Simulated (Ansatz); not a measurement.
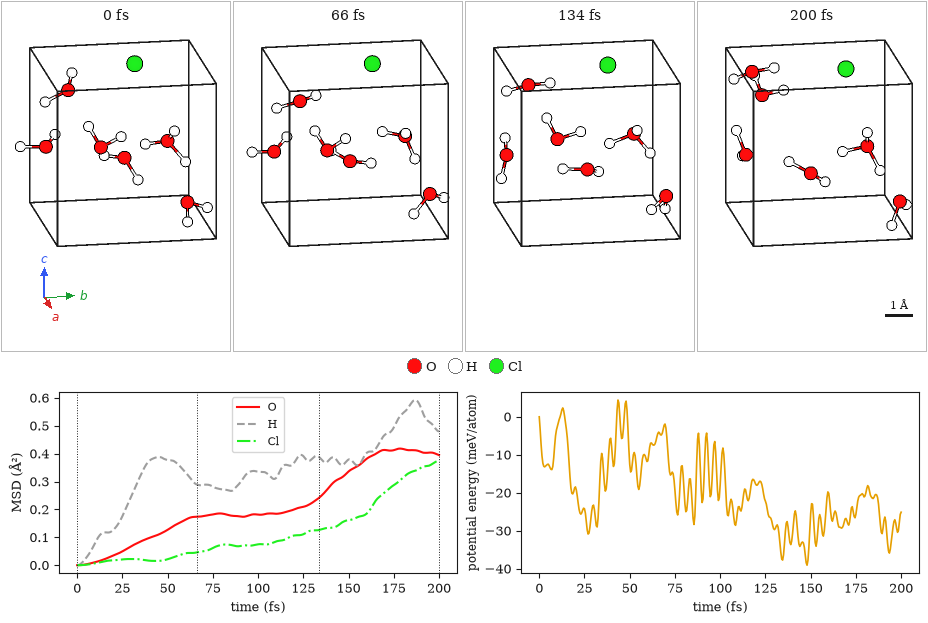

Molecular dynamics of a periodic cell with 6 H2O + 1 HCl at 1.039 g/cm³, 200 fs long. It starts from the last geometry of an earlier run, with fresh velocities. Frames and the history of the run. Style: ball-and-stick. Shown: the simulation cell, from a free direction. Atoms that leave the cell re-enter on the other side.

All numbers below come from DFT PBE-D3(BJ), scalar-relativistic, plane waves, PAW in Ansatz. Run with plane-wave cutoff 420 eV; k-point mesh 1 × 1 × 1; Fermi-Dirac smearing 0.02 eV; low-accuracy preset; Langevin thermostat (NVT); set temperature 500 K; time step 0.5 fs; friction 0.01 per fs.

The input:
```yaml
accuracy: low
crystal:
  lattice:
    - [6.135792, 0.0, 0.0]
    - [0.0, 6.135792, 0.0]
    - [0.0, 0.0, 6.135792]
  atoms:
    - { symbol: O, position: [0.81536332, 0.72001582, 0.59011328] }
    - { symbol: H, position: [0.69953234, 0.60048088, 0.54280553] }
    - { symbol: H, position: [0.84017227, 0.82961344, 0.45737635] }
    - { symbol: O, position: [0.55977742, 0.13863711, 0.87424896] }
    - { symbol: H, position: [0.41896428, 0.1868181, 0.9442932] }
    - { symbol: H, position: [0.50514004, 0.00370772, 0.78907478] }
    - { symbol: O, position: [0.77913856, -0.14825577, 0.17811743] }
    - { symbol: H, position: [0.7179439, -0.01239674, 0.1197198] }
    - { symbol: H, position: [0.90478725, -0.1689585, 0.08801177] }
    - { symbol: O, position: [0.52369485, 0.50001297, 0.40993877] }
    - { symbol: H, position: [0.60210457, 0.57111416, 0.2864801] }
    - { symbol: H, position: [0.58484506, 0.36178396, 0.44823318] }
    - { symbol: O, position: [0.34468976, 1.03630309, 0.45311958] }
    - { symbol: H, position: [0.27546703, 0.88685149, 0.4418236] }
    - { symbol: H, position: [0.22129374, 1.11487514, 0.49420383] }
    - { symbol: O, position: [0.95294161, 0.27670934, 0.60937436] }
    - { symbol: H, position: [1.03197777, 0.39064933, 0.69455998] }
    - { symbol: H, position: [0.84356444, 0.21858897, 0.71612797] }
    - { symbol: Cl, position: [0.16652444, 0.62623012, 0.90983414] }
    - { symbol: H, position: [-0.06257112, 0.74278442, 0.68713136] }
basis:
  ecutwfc: 420.0
kpoints:
  mp_grid: { grid: [1, 1, 1] }
hamiltonian:
  xc: pbe
  dispersion: d3bj
scf:
  occupations: { method: fermi_dirac, width: 0.02 }
  lower_state_search: "off"
md:
  timestep: 0.5
  n_steps: 400
  ensemble: nvt_langevin
  temperature: 500.0
  initial_velocities: maxwell_boltzmann
  seed: 545174
  friction: 0.01
```

Command:
```bash
ansatz run input.yaml --threads 1 --pin off --max-ram 3072MiB --backend cpu --events-out ev --progress --plain --runs-dir out
```

### Describe the run.

Root-mean-square distances from the starting positions over the second half, with the common drift of all atoms taken out: H 0.65 Å, O 0.56 Å, Cl 0.44 Å. The heavy atoms stay within a fraction of a molecule's size of their starting places; so short a run doesn't tell a liquid from a solid. Bond changes: one Cl–H bond breaks at about 136 fs; one H–O bond forms at about 158 fs. The mean temperature in the second half is 467 K (standard deviation 69 K). The potential energy in the second half lies on average 25.8 meV per atom below the first frame.

Limits of the set-up: the program's low-accuracy preset was used; the periodic images lie only 6.1 Å apart, so the values are limited by the cell's size.

Cost: 7.8 min on 1 thread of Arm Neoverse V1, with other jobs on the host, peak memory 0.33 GiB.
